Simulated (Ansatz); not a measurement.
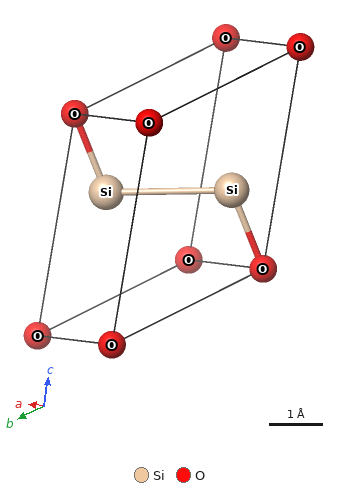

Figure 1. The structure as given in the input (ball-and-stick view of the reduced cell, seen at an oblique angle). Near neighbours in the crystal (not all of them lie inside the picture): Si has 1 O at 1.66 Å and 4 Si at 2.53 Å; O has 2 Si at 1.66 Å.

Run report: Si₂O, single-point calculation

Si₂O (3 atoms in the cell), computed with DFT, PBE, plane waves, PAW, no spin polarisation (Ansatz 0.2.0).

The structure was built on a prototype by a generator; it need not be a known phase.

## Log
```
Warning: output.forces, output.stress, relax.cell or npt_langevin: where a Kohn–Sham band that disperses or a degenerate level is filled in part under the method tetrahedron, the forces or the stress that this run publishes need not agree with its energy (scf.occupations.method in the input reference, under Limitations); prefer a smearing scheme for the forces or the stress
Engine: ansatz 0.2.0, x86_64-unknown-linux-gnu
Pseudopotentials: kind: paw
Pseudopotential: Si, paw, valence charge 4, recommended cutoff 420 eV (normal), Si.paw.azcp
Pseudopotential: O, paw, valence charge 6, recommended cutoff 420 eV (normal), O.paw.azcp
Functional definition: PBE
  parameter kappa = 0.804
  parameter beta = 0.06672455060314922
  exchange = pbe_x(kappa = kappa, mu = beta*pi^2/3)
  correlation = pbe_c(beta = beta)
Crystal: 3 atoms, lattice volume = 47.475 Å³
Basis set: ecut = 420 eV, 925 PW (Γ), exchange–correlation on 96×96×72 points (27 copies of the dense FFT grid, shifted against one another)
Bands: 11, of which v1, the nominal top of the filled ones, is band 7 counted from 1 (6 counted from 0)
Symmetry: 8 space group operations
Space group: Fmmm (ITA 69), of the structure as read, at distance tolerance 3.6e-5 Å
k-points: 428 of 2744
Non-local potential: Si, projectors of the file, l = 0: 2, l = 1: 2, l = 2: 2
Non-local potential: O, projectors of the file, l = 0: 2, l = 1: 2, l = 2: 1
PAW form: soft (Blöchl's): semilocal exchange-correlation on the pseudo side does not see the compensation charge
PAW one-centre angular grid: Si, 110 points (default); XC on 64 Gauss nodes
PAW one-centre angular grid: O, 110 points (default); XC on 64 Gauss nodes
Initial density: superposition of atomic densities (neutral atoms: chi_scale 0, normalization atom), corrected by the library's trained network
Initial wavefunctions: pseudopotential atomic-orbital guess
Functional: x = pbe(κ = 0.804, μ = 0.2195149727645171), c = pbe(β = 0.06672455060314922)
SCF iter   1: F=—  HF=-1839.194557 eV  |F-HF|=—  |Δ(HF+E_count)|=         —  Δρ=4.09e-3  dr2=5.93e-3  ethr=1.77e-3  ⟨swp⟩=6.3  Hψ=37077  notcnv=0
preconditioner: auto → Kerker (q_TF=auto, 2.226 Å⁻¹)  [metal: no gap  n_scr=10 (ndim 8)  ℏωp=18.7 eV  f_vac=0.009]
SCF iter   2: F=—  HF=-1839.195132 eV  |F-HF|=—  |Δ(HF+E_count)|=   5.75e-4  Δρ=2.44e-3  dr2=2.23e-3  ethr=4.24e-5  ⟨swp⟩=1.8  Hψ=9074  notcnv=0  defer=14
SCF iter   3: F=—  HF=-1839.195379 eV  |F-HF|=—  |Δ(HF+E_count)|=   2.47e-4  Δρ=7.63e-4  dr2=3.04e-4  ethr=1.59e-5  ⟨swp⟩=3.0  Hψ=8824  notcnv=0  defer=14
SCF iter   4: F=—  HF=-1839.195360 eV  |F-HF|=—  |Δ(HF+E_count)|=   1.82e-5  Δρ=2.28e-4  dr2=4.62e-5  ethr=2.17e-6  ⟨swp⟩=2.3  Hψ=8643  notcnv=0  defer=14
SCF iter   5: F=—  HF=-1839.195394 eV  |F-HF|=—  |Δ(HF+E_count)|=   3.37e-5  Δρ=1.09e-4  dr2=6.43e-6  ethr=3.30e-7  ⟨swp⟩=2.4  Hψ=8762  notcnv=0  defer=14
SCF iter   6: F=—  HF=-1839.195401 eV  |F-HF|=—  |Δ(HF+E_count)|=   7.25e-6  Δρ=3.99e-5  dr2=5.34e-7  ethr=4.59e-8  ⟨swp⟩=2.8  Hψ=9138  notcnv=0  defer=14
SCF iter   7: F=-1839.195402 eV  HF=-1839.195402 eV  |F-HF|=1.83e-8  |Δ(HF+E_count)|=   5.22e-7  Δρ=6.04e-6  dr2=1.51e-8  ethr=7.14e-10  ⟨swp⟩=5.1  Hψ=18015  notcnv=0
SCF 1 converged in 7 iterations: F = -1839.195402 eV  dr2 = 1.51e-8
  greatest PAW one-centre occupation: 0.860 electrons in one spin orbital (limit 2), on the O atom at site 2 (counted from 0), in its partial waves of l = 0
SCF converged after 7 iterations
Stability not checked: this state was not tested for a lower state beside it, because cold or Methfessel-Paxton smearing, or corrected tetrahedra, fill the levels in a way that the test cannot read (fill_not_monotonic; see scf.lower_state_search)
Free energy (F): -1839.195402 eV
Harris-Foulkes:  -1839.195402 eV  (|F-HF|=1.83e-8)
Internal energy: -1839.195388 eV  (E = F + TS)
E sigma→0 (E₀):  -1839.195402 eV
Entropy (-TS):   -0.000014 eV (-0.005 meV/atom)
Fermi energy:    6.668527 eV
--- Per-component energies (eV) ---
  E_band       = -16.431131
  E_kinetic    = 259.049718
  E_local      = -538.941182  (includes V_loc(G=0)·N_el)
  E_nonlocal   = 98.829928
  E_hartree    = 196.666893
  E_xc         = -184.229910
  E_vxc        = -187.718203  (∫ρ·V_xc dr)
  E_paw        = -1183.786722  (= ΣΔE_a)
  E_vpaw       = -40.988416  (= ΣTr[D̂ρ^β])
  E_aug_tail   = 0.002536  (compensation charges beyond the density's cutoff)
  E_ewald      = -486.786649
  E_smearing   = -0.000014  (= −TS)
  E_closure    = -0.000000  (closes the sum)
  Σ components = -1839.195402   (vs F -1839.195402, Δ=0.00e0)
--- Forces (eV/Å), atoms counted from 1 ---
  atom   1  Si     0.00000000     0.00000000     0.00840590
  atom   2  Si     0.00000000     0.00000000    -0.00840590
  atom   3  O      0.00000000     0.00000000    -0.00000000
  max |Σ_I F_I| component: 6.31e-30 eV/Å
--- Stress (GPa, compression-positive) ---
       -0.012718       0.000000       0.000000
        0.000000      -0.015458       0.000000
        0.000000       0.000000      -0.162196
  P = ⅓ Tr σ = -0.0635 GPa (-0.635 kbar)
--- Band table (eV; the first three rows and the last of 428) ---
  k-point 0: bands = ["-14.2739", "-3.5619", "-3.1595", "2.0346", "2.0346", "5.8383", "5.8391", "7.5931", "10.1038", "11.9804", "12.2891"]
  k-point 1: bands = ["-14.2654", "-3.6878", "-2.9805", "1.9957", "2.0319", "5.2953", "5.9097", "7.8877", "10.4581", "11.9438", "12.4329"]
  k-point 2: bands = ["-14.2415", "-3.8592", "-2.6551", "1.8684", "2.0253", "4.3477", "6.1184", "8.2372", "11.1427", "12.1712", "12.7063"]
  k-point 427: bands = ["-14.1486", "-5.8181", "0.3123", "1.5989", "1.5991", "5.6743", "7.1841", "7.1847", "9.0786", "9.5355", "14.2728"]
```

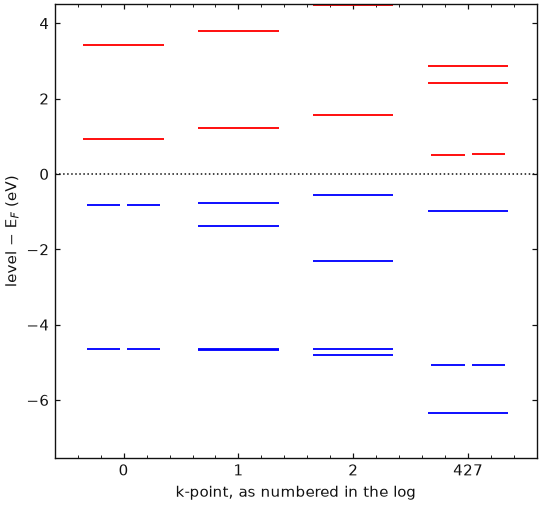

Figure 2. Kohn–Sham levels near the Fermi level (dotted) at the few k-points that the log prints; levels within 0.02 eV of each other stand side by side. The system is metallic on the full mesh.

This output came from the following input.

## The input
```yaml
crystal:
  lattice:
    - [0.0, 2.4446804366, 3.9720841664]
    - [2.4445385702, 0.0, 3.9720841664]
    - [2.4445385702, 2.4446804366, 0.0]
  atoms:
    - { symbol: Si, position: [0.2084347609, 0.2084347609, 0.7915652391] }
    - { symbol: Si, position: [0.7915652391, 0.7915652391, 0.2084347609] }
    - { symbol: O, position: [0.0, 0.0, 0.0] }
basis:
  ecutwfc: 420
  xc_grid: 3
kpoints:
  mp_grid: { grid: [14, 14, 14] }
hamiltonian:
  xc: pbe
scf:
  occupations: { method: tetrahedron }
output:
  forces: true
  eigenvalues: true
  stress: true
```

Launched with:
```bash
ansatz run input.yaml --threads 1 --pin off --max-ram 2560MiB --backend cpu --events-out ev --progress --plain --runs-dir out
```

## Key numbers

- outcome: converged
- space group (tolerance 0.01 Å): I4/mmm (139)
- electrons treated: 14
- free energy: −1839.1954 eV
- Fermi energy: 6.669 eV
- gap on the k-point mesh: none (metallic)
- pressure: −0.06 GPa
- largest force (length of the vector): 0.008 eV/Å
- hardware: 1 thread of Intel Xeon (Granite Rapids), 192 GiB of memory available, shared host
- wall time: 6.3 s
- peak memory: 0.53 GiB

## Remarks

Settings chosen away from the usual ones: scf.occupations.width removed; scf.occupations.method set to tetrahedron (from gaussian); basis.xc_grid set to 3. The program warns: forces and stress from tetrahedron occupations may miss the slope of the energy.
